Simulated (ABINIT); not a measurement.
Run report: HgSe, positron calculation (part 2 of 2)

Continued. System: HgSe (2 atoms in the cell). Method: Kohn-Sham DFT of a periodic cell, PBE, JTH PAW PBE v2.0, no spin polarisation (ABINIT 10.8.3); cutoff 435.38 eV, 6×6×6 k-mesh, fermi-dirac of 0.05 eV. The structure derives from an entry of the Crystallography Open Database.

Geometry of the input (Å; fractional positions):
```
0.0000  3.0390  3.0390
3.0390  0.0000  3.0390
3.0390  3.0390  0.0000
Hg 0.0000  0.0000  0.0000
Se 0.7500  0.7500  0.7500
```

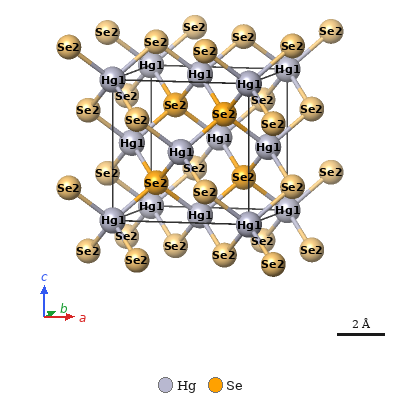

The structure as given in the input (ball-and-stick view of the cell 4 times as large as that of the calculation, set on its symmetry axes, seen slightly off an axis; neighbours outside the cell are drawn fainter; atoms are numbered from 1 in the order of the input).

## Output, continued
```
 cartesian forces (hartree/bohr) at end:
    1     -0.00000000000000    -0.00000000000000    -0.00000000000000
    2     -0.00000000000000    -0.00000000000000    -0.00000000000000
 frms,max,avg= 0.0000000E+00 0.0000000E+00   0.000E+00  0.000E+00  0.000E+00 h/b

 cartesian forces (eV/Angstrom) at end:
    1     -0.00000000000000    -0.00000000000000    -0.00000000000000
    2     -0.00000000000000    -0.00000000000000    -0.00000000000000
 frms,max,avg= 0.0000000E+00 0.0000000E+00   0.000E+00  0.000E+00  0.000E+00 e/A
 length scales=  8.121655525720  8.121655525720  8.121655525720 bohr
              =  4.297795016100  4.297795016100  4.297795016100 angstroms
 Fermi (or HOMO) energy (hartree) =   0.05113   Average Vxc (hartree)=  -0.32916
 Eigenvalues (hartree) for nkpt=  16  k points:
 kpt#   1, nband= 13, wtk=  0.00463, kpt=  0.0000  0.0000  0.0000 (reduced coord)
  -0.44556   -0.21411   -0.21411   -0.21411   -0.18668   -0.18668    0.01552    0.04976
   0.04976    0.04976    0.25174    0.25174    0.25174
      occupation numbers for kpt#   1
   2.00000    2.00000    2.00000    2.00000    2.00000    2.00000    2.00000    1.35776
   1.35776    1.35776    0.00000    0.00000    0.00000
 prteigrs : prtvol=0 or 1, do not print more k-points.

--- !EnergyTerms
iteration_state     : {dtset: 1, }
comment             : Components of total free energy in Hartree
kinetic             :  1.39697249726421E+01
hartree             :  1.20791886448059E+01
xc                  : -9.55427674915605E+00
Ewald energy        : -4.09530727751488E+01
psp_core            :  3.51474053463642E+00
local_psp           : -3.42808595990654E+01
PAW spherical_terms :  3.41376785885140E+00
internal            : -5.18107871124345E+01
'-kT*entropy'       : -3.65246939834042E-05
total_energy        : -5.18108236371285E+01
total_energy_eV     : -1.40984433371231E+03
...

--- !EnergyTermsDC
iteration_state     : {dtset: 1, }
comment             : '"Double-counting" decomposition of free energy'
band_energy         : -3.08032141219678E+00
Ewald energy        : -4.09530727751488E+01
psp_core            :  3.51474053463642E+00
xc_dc               : -1.41135451285580E+01
PAW spherical_terms :  2.82141420669399E+00
internal            : -5.18107845745731E+01
'-kT*entropy'       : -3.65246939834042E-05
total_energy_dc     : -5.18108210992671E+01
total_energy_dc_eV  : -1.40984426465358E+03
...

--- !EnergyTermsWithPAWCore
iteration_state     : {dtset: 1, }
comment             : 'Components of total free energy, including PAW core contributions'
Total energy        : -2.20528225632995E+04
Total energy DC     : -2.20528225607617E+04
Total energy (eV)   : -6.00087872584028E+05
Total energy DC (eV): -6.00087872514969E+05
...

 Cartesian components of stress tensor (hartree/bohr^3)
  sigma(1 1)= -1.65457754E-04  sigma(3 2)=  0.00000000E+00
  sigma(2 2)= -1.65457754E-04  sigma(3 1)=  0.00000000E+00
  sigma(3 3)= -1.65457754E-04  sigma(2 1)=  0.00000000E+00

-Cartesian components of stress tensor (GPa)         [Pressure=  4.8679E+00 GPa]
- sigma(1 1)= -4.86793519E+00  sigma(3 2)=  0.00000000E+00
- sigma(2 2)= -4.86793519E+00  sigma(3 1)=  0.00000000E+00
- sigma(3 3)= -4.86793519E+00  sigma(2 1)=  0.00000000E+00

================================================================================
== DATASET  2 ==================================================================

--- !DatasetInfo
iteration_state: {dtset: 2, }
dimensions: {natom: 2, nkpt: 1, mband: 1, nsppol: 1, nspinor: 1, nspden: 1, mpw: 570, }
cutoff_energies: {ecut:  16.0, pawecutdg:  32.0, }
electrons: {nelect:   1.00000000E+00, charge:   0.00000000E+00, occopt:   2.00000000E+00, tsmear:   1.00000000E-02, }
meta: {optdriver: 0, ionmov: 0, optcell: 0, iscf: 17, paral_kgb: 0, }
...

 mkfilename : getden/=0, take file _DEN from output of DATASET   1.

 Exchange-correlation functional for the present dataset will be:
  GGA: Perdew-Burke-Ernzerhof functional - ixc=11
  J.P.Perdew, K.Burke, M.Ernzerhof, PRL 77, 3865 (1996)

 Real(R)+Recip(G) space primitive vectors, cartesian coordinates (Bohr,Bohr^-1):
 R(1)=  0.0000000  5.7428777  5.7428777  G(1)= -0.0870644  0.0870644  0.0870644
 R(2)=  5.7428777  0.0000000  5.7428777  G(2)=  0.0870644 -0.0870644  0.0870644
 R(3)=  5.7428777  5.7428777  0.0000000  G(3)=  0.0870644  0.0870644 -0.0870644
 Unit cell volume ucvol=  3.7880761E+02 bohr^3
 Angles (23,13,12)=  6.00000000E+01  6.00000000E+01  6.00000000E+01 degrees

 Coarse grid specifications (used for wave-functions):

 getcut: wavevector=  0.0000  0.0000  0.0000  ngfft=  30  30  30
         ecut(hartree)=     16.000   => boxcut(ratio)=   2.05368

 Fine grid specifications (used for densities):

 getcut: wavevector=  0.0000  0.0000  0.0000  ngfft=  45  45  45
         ecut(hartree)=     32.000   => boxcut(ratio)=   2.12749

--- Pseudopotential description ------------------------------------------------
- pspini: atom type   1  psp file is ./Hg.GGA_PBE-JTH.xml
 Pseudopotential format is: paw10
 basis_size (lnmax)=  6 (lmn_size= 18), orbitals=   0   0   1   1   2   2
 Spheres core radius: rc_sph= 2.40020299
 Shapefunction is SIN type: shapef(r)=[sin(pi*r/rshp)/(pi*r/rshp)]**2
 Radius for shape functions =  2.25617906
 Compensation charge density is not taken into account in XC energy/potential

- pspini: atom type   2  psp file is ./Se.GGA_PBE-JTH.xml
 Pseudopotential format is: paw10
 basis_size (lnmax)=  4 (lmn_size=  8), orbitals=   0   0   1   1
 Spheres core radius: rc_sph= 2.21132333
 Shapefunction is BESSEL type: shapef(r,l)=aa(1,l)*jl(q(1,l)*r)+aa(2,l)*jl(q(2,l)*r)
 Radius for shape functions =  2.00656599
 Compensation charge density is not taken into account in XC energy/potential

--------------------------------------------------------------------------------

================================================================================

--- !BeginCycle
iteration_state: {dtset: 2, }
solver: {iscf: 17, nstep: 80, nline: 4, wfoptalg: 10, }
tolerances: {toldfe: 1.00E-09, }
...

     iter   Etot(hartree)      deltaE(h)  residm     nres2
 ETOT  1  -51.651066495243    -5.165E+01 1.030E+00 3.379E-01
 ETOT  2  -52.063561646509    -4.125E-01 2.715E-01 1.352E-01
 ETOT  3  -52.141095479342    -7.753E-02 6.947E-02 1.204E-01
 ETOT  4  -52.145944505517    -4.849E-03 3.782E-03 5.106E-02
 ETOT  5  -52.146584240329    -6.397E-04 1.228E-03 1.316E-02
 ETOT  6  -52.146762468189    -1.782E-04 5.021E-04 4.741E-04
 ETOT  7  -52.146863468845    -1.010E-04 5.001E-04 7.743E-05
 ETOT  8  -52.146935561381    -7.209E-05 2.499E-04 6.107E-05
 ETOT  9  -52.146987183569    -5.162E-05 2.639E-04 9.583E-06
 ETOT 10  -52.147024004871    -3.682E-05 1.269E-04 3.201E-06
 ETOT 11  -52.147050502810    -2.650E-05 1.378E-04 3.472E-06
 ETOT 12  -52.147069492191    -1.899E-05 6.604E-05 7.689E-07
 ETOT 13  -52.147083182371    -1.369E-05 7.183E-05 1.793E-06
 ETOT 14  -52.147093015715    -9.833E-06 3.413E-05 2.680E-08
 ETOT 15  -52.147100107992    -7.092E-06 3.732E-05 2.822E-06
 ETOT 16  -52.147105208449    -5.100E-06 1.776E-05 5.380E-08
 ETOT 17  -52.147108887083    -3.679E-06 1.939E-05 2.363E-06
 ETOT 18  -52.147111534472    -2.647E-06 9.216E-06 2.397E-07
 ETOT 19  -52.147113443601    -1.909E-06 1.007E-05 1.902E-06
 ETOT 20  -52.147114818133    -1.375E-06 4.788E-06 5.546E-07
 ETOT 21  -52.147115809204    -9.911E-07 5.226E-06 2.003E-06
 ETOT 22  -52.147116522950    -7.137E-07 2.487E-06 8.777E-07
 ETOT 23  -52.147117037506    -5.146E-07 2.713E-06 1.909E-06
 ETOT 24  -52.147117408145    -3.706E-07 1.291E-06 1.675E-06
 ETOT 25  -52.147117675317    -2.672E-07 1.409E-06 2.739E-06
 ETOT 26  -52.147117867785    -1.925E-07 6.707E-07 1.462E-06
 ETOT 27  -52.147118006512    -1.387E-07 7.315E-07 2.002E-06
 ETOT 28  -52.147118106459    -9.995E-08 3.483E-07 1.684E-06
 ETOT 29  -52.147118178493    -7.203E-08 3.798E-07 1.971E-06
 ETOT 30  -52.147118230393    -5.190E-08 1.809E-07 1.592E-06
 ETOT 31  -52.147118267797    -3.740E-08 1.972E-07 1.961E-06
 ETOT 32  -52.147118294747    -2.695E-08 9.392E-08 1.616E-06
 ETOT 33  -52.147118314170    -1.942E-08 1.024E-07 2.216E-06
 ETOT 34  -52.147118328164    -1.399E-08 4.877E-08 1.249E-06
 ETOT 35  -52.147118338249    -1.009E-08 5.317E-08 3.436E-07
 ETOT 36  -52.147118345516    -7.267E-09 2.533E-08 4.558E-08
 ETOT 37  -52.147118350753    -5.237E-09 2.761E-08 3.908E-09
 ETOT 38  -52.147118354526    -3.773E-09 1.315E-08 9.548E-12
 ETOT 39  -52.147118357246    -2.719E-09 1.434E-08 5.916E-10
 ETOT 40  -52.147118359205    -1.959E-09 6.829E-09 3.019E-09
 ETOT 41  -52.147118360617    -1.412E-09 7.443E-09 7.781E-12
 ETOT 42  -52.147118361634    -1.017E-09 3.546E-09 3.375E-10
 ETOT 43  -52.147118362367    -7.331E-10 3.865E-09 5.159E-11
 ETOT 44  -52.147118362896    -5.284E-10 1.841E-09 1.122E-10

 At SCF step   44, etot is converged :
  for the second time, diff in etot=  5.284E-10 < toldfe=  1.000E-09

--- !ResultsGS
iteration_state: {dtset: 2, }
comment   : Summary of ground state results
lattice_vectors:
- [  0.0000000,   5.7428777,   5.7428777, ]
- [  5.7428777,   0.0000000,   5.7428777, ]
- [  5.7428777,   5.7428777,   0.0000000, ]
lattice_lengths: [   8.12166,    8.12166,    8.12166, ]
lattice_angles: [ 60.000,  60.000,  60.000, ] # degrees, (23, 13, 12)
lattice_volume:   3.7880761E+02
convergence: {deltae: -5.284E-10, res2:  1.122E-10, residm:  1.841E-09, diffor:  0.000E+00, }
etotal    :  -5.21471184E+01
entropy   :   0.00000000E+00
fermie    :  -3.36297264E-01
cartesian_stress_tensor: null
pressure_GPa: null
xred      :
- [  0.0000E+00,   0.0000E+00,   0.0000E+00, Hg]
- [  7.5000E-01,   7.5000E-01,   7.5000E-01, Se]
cartesian_forces: null
force_length_stats: {min: null, max: null, mean: null, }
...

 Integrated electronic density in atomic spheres:
 ------------------------------------------------
 Atom  Sphere_radius  Integrated_density
    1        2.40020          0.02284979
    2        2.21132          0.02724385

--------------------------------------------------------------------------------
 Results for electron-positron annihilation:

 # Zero-positron density limit of Arponen and Pajanne fitted by Sterne & Kaiser
   Ref.: P.A. Sterne and J.H. Kaiser, Phys. Rev. B 43, 13892 (1991)
 # Enhancement factor of Sterne & Kaiser
   Ref.: P.A. Sterne and J.H. Kaiser, Phys. Rev. B 43, 13892 (1991)

 Positron lifetime                         (ps)   =  2.49333303E+02
 Positron lifetime with IPM for core elec. (ps)   =  2.51443724E+02
 Annihilation rate                         (ns-1) =  4.01069568E+00
 Annihilation rate with IPM for core elec. (ns-1) =  3.97703305E+00

 Annihilation rate core/valence decomposition:
   Core    contribution to ann.rate          (ns-1) =  2.55998804E-01
   Valence contribution to ann.rate          (ns-1) =  3.75469688E+00
   Core    contribution to ann.rate with IPM (ns-1) =  2.05139552E-01
   Valence contribution to ann.rate with IPM (ns-1) =  3.77189349E+00

 Annihilation rate PAW decomposition:
   Plane-wave contribution to ann.rate          (ns-1) =  3.83687134E+00
   Plane-wave valence contribution to ann.rate  (ns-1) =  3.76110456E+00
   On-site core contribution to ann.rate        (ns-1) =  1.80232022E-01
   On-site valence contribution to ann.rate     (ns-1) = -6.40768250E-03
   Plane-wave contribution to ann.rate with IPM (ns-1) =  3.81134606E+00
   Plane-wave core contrb. to ann.rate with IPM (ns-1) =  3.52666313E-02

      (*) IPM=Independent particle Model

================================================================================

 ----iterations are completed or convergence reached----

 Mean square residual over all n,k,spin=   18.413E-10; max=  18.413E-10
 reduced coordinates (array xred) for    2 atoms
       0.000000000000      0.000000000000      0.000000000000
       0.750000000000      0.750000000000      0.750000000000
 rms dE/dt=  0.0000E+00; max dE/dt=  0.0000E+00; dE/dt below (all hartree)
    1       0.000000000000      0.000000000000      0.000000000000
    2       0.000000000000      0.000000000000      0.000000000000

 cartesian coordinates (angstrom) at end:
    1      0.00000000000000     0.00000000000000     0.00000000000000
    2      4.55850000013781     4.55850000013781     4.55850000013781
 length scales=  8.121655525720  8.121655525720  8.121655525720 bohr
              =  4.297795016100  4.297795016100  4.297795016100 angstroms
 Fermi (or HOMO) energy (hartree) =  -0.33630   Average Vxc (hartree)=  -0.31570
 Eigenvalues (hartree) for nkpt=   1  k points:
 kpt#   1, nband=  1, wtk=  1.00000, kpt=  0.0000  0.0000  0.0000 (reduced coord)
  -0.33630

--- !EnergyTerms
iteration_state     : {dtset: 2, }
comment             : Components of total free energy in Hartree
kinetic             :  8.44552788613731E-02
local_psp           : -6.64944015716320E-01
PAW spherical_terms :  1.60076588282067E-02
positronic          : -5.64481078026736E-01
electronic          : -5.18108210992671E+01
electron_positron_interaction:  2.28180991536751E-01
total_energy        : -5.21471211857571E+01
total_energy_eV     : -1.41899545620162E+03
...

--- !EnergyTermsDC
iteration_state     : {dtset: 2, }
comment             : '"Double-counting" decomposition of free energy'
band_energy         : -3.36297263628725E-01
PAW spherical_terms :  0.00000000000000E+00
electron_positron_dc: -2.28180991536732E-01
positronic          : -5.64478255165453E-01
electronic          : -5.18108210992671E+01
electron_positron_interaction:  2.28180991536751E-01
total_energy_dc     : -5.21471183628958E+01
total_energy_dc_eV  : -1.41899537938765E+03
...

== END DATASET(S) ==============================================================
================================================================================

 -outvars: echo values of variables after computation  --------
            acell      8.1216555257E+00  8.1216555257E+00  8.1216555257E+00 Bohr
           etotal1    -5.1810821099E+01
           etotal2    -5.2147118363E+01
            fcart1    -0.0000000000E+00 -0.0000000000E+00 -0.0000000000E+00
                      -0.0000000000E+00 -0.0000000000E+00 -0.0000000000E+00
            fcart2     9.9999999999E+99  9.9999999999E+99  9.9999999999E+99
                       9.9999999999E+99  9.9999999999E+99  9.9999999999E+99
            rprim      0.0000000000E+00  7.0710678120E-01  7.0710678120E-01
                       7.0710678120E-01  0.0000000000E+00  7.0710678120E-01
                       7.0710678120E-01  7.0710678120E-01  0.0000000000E+00
           strten1    -1.6545775401E-04 -1.6545775401E-04 -1.6545775401E-04
                       0.0000000000E+00  0.0000000000E+00  0.0000000000E+00
           strten2     9.9999999999E+99  9.9999999999E+99  9.9999999999E+99
                       9.9999999999E+99  9.9999999999E+99  9.9999999999E+99
           xangst      0.0000000000E+00  0.0000000000E+00  0.0000000000E+00
                       4.5585000001E+00  4.5585000001E+00  4.5585000001E+00
             xred      0.0000000000E+00  0.0000000000E+00  0.0000000000E+00
                       7.5000000000E-01  7.5000000000E-01  7.5000000000E-01
 Calculation completed.
```

## Summary

```csv
quantity,value
outcome,converged
space group (tolerance 0.01 Å),F-43m (216)
electrons treated,18
free energy,−1409.8443 eV
positron lifetime (one of the program's estimates),249.3 ps
Fermi energy,1.391 eV
gap on the k-point mesh,none (metallic)
pressure,4.87 GPa
largest force (length of the vector),under 0.001 eV/Å
wall time,18 s
peak memory,0.1 GiB
```

Points of doubt noted for this run: PAW basis incomplete for positron. Spin–orbit coupling is left out, which matters for Hg.
